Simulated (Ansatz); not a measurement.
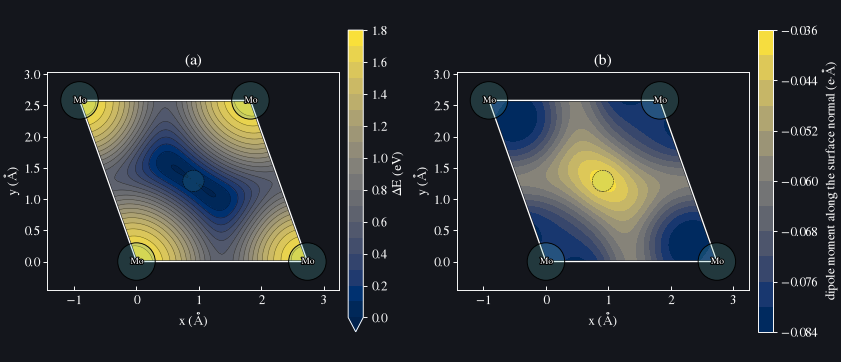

S on a Mo(110) slab cut from the Im-3m phase, its upper half relaxed before the scan (12 atoms of substrate and one adsorbate in a 2 × 2 cell). 
- S is moved over the surface cell; relaxed at each place: the height of the adsorbate's atoms; substrate rigid; the origin of the map has the adsorbate above Mo9.
- Places are given modulo a cell vector. The map is drawn in real space over the plane of the surface.
- The grid has 6 × 6 points; 13 points were computed and 23 follow by symmetry.
- Places are given in fractions of the 1 × 1 surface cell.
- Energies are in eV, from the lowest grid point.
- Computed with DFT PBE, scalar-relativistic, plane waves, PAW in Ansatz 0.2.0. Settings: cutoff 420 eV, k-mesh 5×5×1, gaussian smearing 0.1 eV, no spin polarisation.

Panel (a) is the energy; panel (b) is the computed dipole moment along the surface normal, in e·Å.

In the figure: filled contours, labelled circles for the atoms of the top layer and small ones for the second layer, the outline of one cell of the plane. Between grid points the surface is interpolated.

> How does the dipole moment along the surface normal vary over the map, and what is it at the lowest grid point?

It runs from −0.08 e·Å at (1/6, 5/6) of the cell vectors [nearest 1 Mo at 2.19 Å] to −0.04 e·Å at a bridge site between two Mo atoms, over a second-layer Mo atom, (3/6, 3/6) of the cell vectors. At the lowest grid point, a bridge site between two Mo atoms, over a second-layer Mo atom, (3/6, 3/6) of the cell vectors, it is −0.04 e·Å.

PAW datasets: the set soft_1.
